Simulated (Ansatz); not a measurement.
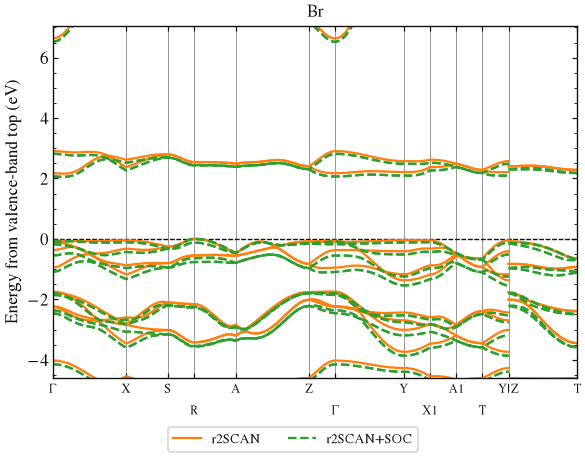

Band structures of Br, space group Cmce (No. 64), 4 atoms in the primitive cell (a = 4.09 Å, b = 4.09 Å, c = 8.70 Å, α = 90.00°, β = 90.00°, γ = 69.26°), by two methods on the same cell. Each is counted from its own valence-band top.

### What changes from one method to the other?

r2SCAN gives a gap of 2.16 eV along the path and r2SCAN+SOC gives a gap of 2.05 eV along the path.

Settings. r2SCAN: Ansatz PAW, no spin polarisation, no spin-orbit coupling, 7×7×3 k mesh, 500 eV cutoff, Fermi-Dirac smearing of 0.05 eV (Ansatz 0.2.0). r2SCAN+SOC: Ansatz PAW, spin-orbit coupling, no magnetisation, 5×5×3 k mesh, 500 eV cutoff, Fermi-Dirac smearing of 0.05 eV (Ansatz).

In reduced coordinates of the cell that was run, X is (0.369, −0.369, 0), S is (0, −0.5, 0), R is (0, −0.5, −0.5), A is (0.369, −0.369, −0.5), Z is (0, 0, −0.5), Y is (−0.5, −0.5, 0), X1 is (−0.369, −0.631, 0), A1 is (−0.369, −0.631, −0.5) and T is (−0.5, −0.5, −0.5). The PAW data sets were made with another functional. LDA, GGA and most meta-GGA functionals understate gaps.
